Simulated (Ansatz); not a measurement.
# A series of single points on CaO

System: CaO (4 atoms in the cell).
Method: Kohn-Sham DFT of a periodic cell, PBE, Ansatz PAW, no spin polarisation (Ansatz 0.2.0).

The 6 runs differ only in the geometry, by an even scaling of the cell at fixed fractional positions. The structure derives from a Materials Project entry.

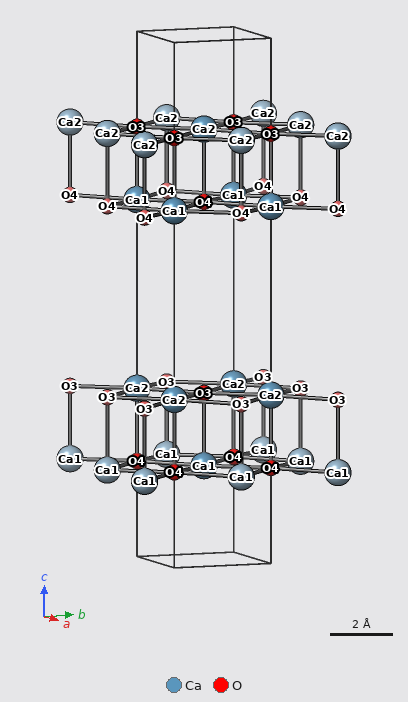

Figure 1. The structure of run 4 (ball-and-stick view of the cell 2 times as large as that of the calculation, set on its symmetry axes, seen slightly off an axis; neighbours outside the cell are drawn fainter; atoms are numbered from 1 in the order of the input).

**Input of run 4**
```yaml
crystal:
  lattice:
    - [-1.6786782556, 1.6786782556, 8.5698743849]
    - [1.6786782556, -1.6786782556, 8.5698743849]
    - [1.6786782556, 1.6786782556, -8.5698743849]
  atoms:
    - { symbol: Ca, position: [0.679597, 0.679597, 0.0] }
    - { symbol: Ca, position: [0.320403, 0.320403, 0.0] }
    - { symbol: O, position: [0.818186, 0.818186, 0.0] }
    - { symbol: O, position: [0.181814, 0.181814, 0.0] }
hamiltonian:
  xc: pbe
  pseudopotentials: { kind: paw }
kpoints:
  mp_grid: { grid: [11, 11, 11] }
scf:
  occupations: { method: fermi_dirac, width: 0.05 }
output:
  forces: true
  stress: true
  eigenvalues: true
```

Command:
```bash
ansatz run input.yaml --threads 2 --pin off --max-ram 5120MiB --backend cpu --events-out ev --progress --plain --runs-dir out
```

Lattice vectors (Å) and fractional positions of run 4:
```
  -1.678678    1.678678    8.569874
   1.678678   -1.678678    8.569874
   1.678678    1.678678   -8.569874
Ca  0.679597  0.679597  0.000000
Ca  0.320403  0.320403  0.000000
O   0.818186  0.818186  0.000000
O   0.181814  0.181814  0.000000
```

Run 2 differs from it as follows:
```diff
-    - [-1.6786782556, 1.6786782556, 8.5698743849]
-    - [1.6786782556, -1.6786782556, 8.5698743849]
-    - [1.6786782556, 1.6786782556, -8.5698743849]
+    - [-1.6564414883, 1.6564414883, 8.4563527482]
+    - [1.6564414883, -1.6564414883, 8.4563527482]
+    - [1.6564414883, 1.6564414883, -8.4563527482]
```

**Results, with one run withheld**

```csv
run,volume per atom (Å³),"free energy per atom, from the lowest run given (meV)",pressure (GPa),gap on the mesh (eV)
1,22.729,4.49,2.12,2.09
2,23.203,?,?,?
3,23.676,0.00,−0.50,2.09
4,24.150,3.16,−1.62,2.08
5,24.623,9.45,−2.62,2.08
6,25.097,18.55,−3.52,2.07
```

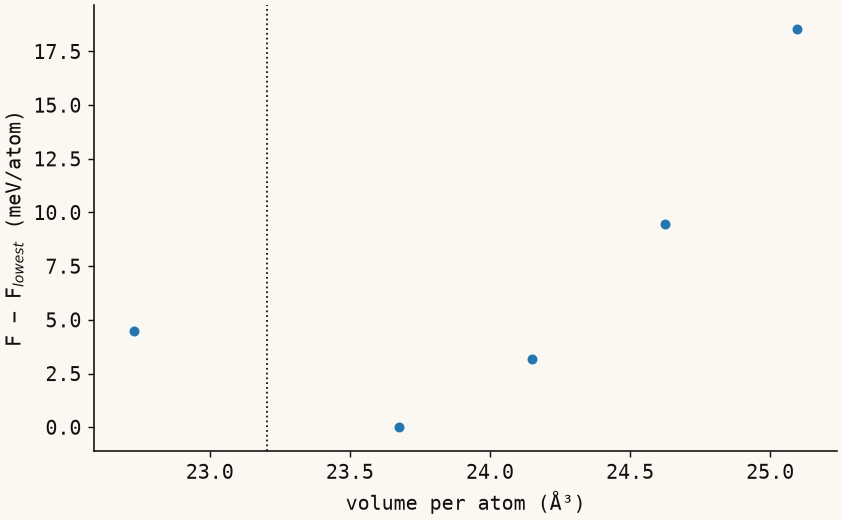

Figure 2. Free energy per atom of the runs given; the dotted line marks run 2.

What should run 2 give?

A cubic polynomial in V^(−2/3) (the Birch–Murnaghan form), fitted to the 5 runs given, misses them by at most 0.01 meV per atom. With x = V^(−2/3) − 0.12008 Å⁻², it reads F = 2.0728 − 2533.8 x + 6.7031e+05 x² + 8.3781e+05 x³ (meV per atom). At run 2 it gives 0.31 meV per atom, and the run itself gives 0.31. The slope of the fit gives a pressure −dF/dV of 0.74 GPa there, and the run prints 0.74 GPa. The fit has its minimum at 23.478 Å³ per atom, where V d²F/dV² gives 60.9 GPa. Cell shape and fractional positions are held, so this is the stiffness under even scaling; the relaxed bulk modulus wasn't computed and can be far lower in a crystal of layers, chains or molecules like this one.

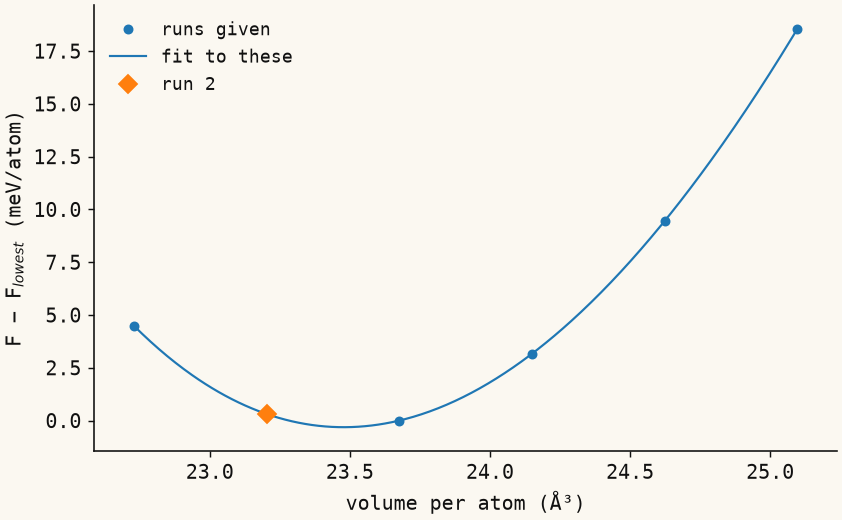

Figure 3. The fit and the withheld run.

**Output, shortened to warnings, some set-up lines, iterations and results (run 2)**
```
Basis set: ecut = 420 eV, 1833 PW (Γ), FFT grids on a1+a3, a2+a3, a3, exchange–correlation on 48×48×120 points (8 copies of the dense FFT grid, shifted against one another)
Symmetry: 16 space group operations
k-points: 126 of 1331
Initial density: superposition of atomic densities (neutral atoms: chi_scale 0, normalization atom), corrected by the library's trained network
[...]
SCF iter   1: F=—  HF=-4774.605132 eV  |F-HF|=—  |Δ(HF+E_count)|=         —  Δρ=1.51e-3  dr2=5.51e-3  ethr=1.77e-3  ⟨swp⟩=7.8  Hψ=14251  notcnv=0
SCF iter   2: F=—  HF=-4774.605551 eV  |F-HF|=—  |Δ(HF+E_count)|=   4.19e-4  Δρ=1.17e-3  dr2=1.43e-3  ethr=1.72e-5  ⟨swp⟩=2.0  Hψ=4963  notcnv=0
SCF iter   3: F=—  HF=-4774.605462 eV  |F-HF|=—  |Δ(HF+E_count)|=   8.91e-5  Δρ=6.25e-4  dr2=3.12e-4  ethr=4.48e-6  ⟨swp⟩=2.0  Hψ=3643  notcnv=0
SCF iter   4: F=—  HF=-4774.605456 eV  |F-HF|=—  |Δ(HF+E_count)|=   6.32e-6  Δρ=1.92e-4  dr2=2.81e-5  ethr=9.75e-7  ⟨swp⟩=2.0  Hψ=3272  notcnv=0
SCF iter   5: F=—  HF=-4774.605597 eV  |F-HF|=—  |Δ(HF+E_count)|=   1.41e-4  Δρ=5.94e-5  dr2=3.09e-6  ethr=8.77e-8  ⟨swp⟩=2.6  Hψ=4331  notcnv=0
SCF iter   6: F=—  HF=-4774.605597 eV  |F-HF|=—  |Δ(HF+E_count)|=   1.03e-7  Δρ=1.00e-5  dr2=1.05e-7  ethr=9.65e-9  ⟨swp⟩=2.0  Hψ=3272  notcnv=0
SCF iter   7: F=-4774.605597 eV  HF=-4774.605597 eV  |F-HF|=6.06e-9  |Δ(HF+E_count)|=   1.10e-8  Δρ=2.81e-6  dr2=8.71e-9  ethr=3.13e-10  ⟨swp⟩=5.4  Hψ=11166  notcnv=0
SCF 1 converged in 7 iterations: F = -4774.605597 eV  dr2 = 8.71e-9
SCF converged after 7 iterations
Free energy (F): -4774.605597 eV
Harris-Foulkes:  -4774.605597 eV  (|F-HF|=6.06e-9)
Internal energy: -4774.605597 eV  (E = F + TS)
E sigma→0 (E₀):  -4774.605597 eV
Fermi energy:    4.272994 eV
--- Per-component energies (eV) ---
  E_band       = -350.322640
  E_kinetic    = 911.819363
  E_local      = -4591.861113  (includes V_loc(G=0)·N_el)
  E_nonlocal   = 223.169238
  E_hartree    = 1921.285779
  E_xc         = -426.048965
  E_vxc        = -535.937650  (∫ρ·V_xc dr)
  E_paw        = -2032.584541  (= ΣΔE_a)
  E_vpaw       = -200.090139  (= ΣTr[D̂ρ^β])
  E_aug_tail   = 0.004848  (compensation charges beyond the density's cutoff)
  E_ewald      = -780.390205
  E_smearing   = -0.000000  (= −TS)
  E_closure    = 0.000000  (closes the sum)
  Σ components = -4774.605597   (vs F -4774.605597, Δ=0.00e0)
--- Forces (eV/Å), atoms counted from 1 ---
  atom   1  Ca     0.00000000     0.00000000    -0.06209520
  atom   2  Ca     0.00000000     0.00000000     0.06209520
  atom   3  O      0.00000000     0.00000000     0.05051718
  atom   4  O     -0.00000000    -0.00000000    -0.05051718
  max |Σ_I F_I| component: 1.39e-17 eV/Å
--- Stress (GPa, compression-positive) ---
        0.873821       0.000000       0.000000
        0.000000       0.873821       0.000000
       -0.000000      -0.000000       0.466362
  P = ⅓ Tr σ = 0.7380 GPa (7.380 kbar)
```
